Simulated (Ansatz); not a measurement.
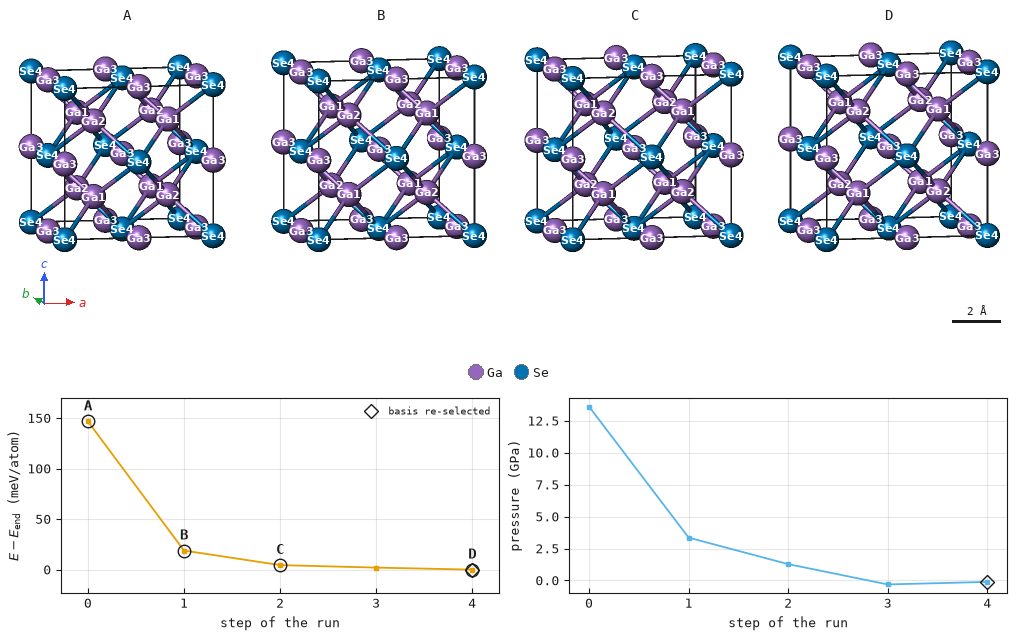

Frames of a relaxation of crystalline Ga3Se (a generated structure, set up in Fm-3m) (coarse preliminary run), marked on the history of the run. The picture is a ball-and-stick view of the conventional cell (4 times the calculation's cell), seen slightly off an axis. Lengths and directions refer to the drawn axes.

These are results of DFT PBE, scalar-relativistic, plane waves, PAW (Ansatz), not measurements. Set-up: plane-wave cutoff 420 eV; k-point mesh 6 × 6 × 6; occupations gaussian; smearing width 0.1 eV; no spin polarisation; cell and atoms relaxed; force threshold 0.04 eV/Å; at most 70 steps.

**What happens along the run?**

The atoms keep their places relative to the cell (all moves are under 0.005 Å). The volume changes by +26.8 %, with a = b = c 6.477 → 7.010 Å (+8.2 %). Among the contacts that change: Ga1–Se4 2.805 → 3.035 Å. The space group stays Fm-3m (No. 225). After 3 accepted moves (4 points after the start) the energy has fallen by 147 meV per atom. All forces vanish by symmetry, so only the cell relaxes. The pressure goes from 13.61 to −0.11 GPa. At 1 point the geometry stayed and the basis and grid were re-selected for the new cell (energy shift of 2.0 meV per atom at most each time). Cost: 7.1 s on 1 thread of Intel(R) Xeon(R) 6975P-C (Granite Rapids), with other jobs on the host, peak memory 0.45 GiB. From step 0 to 1: volume +15.3 %, energy −128 meV per atom. From step 1 to 2: volume +5.3 %, energy −14.4 meV per atom. From step 2 to 4: volume +4.4 %, energy −4.5 meV per atom.
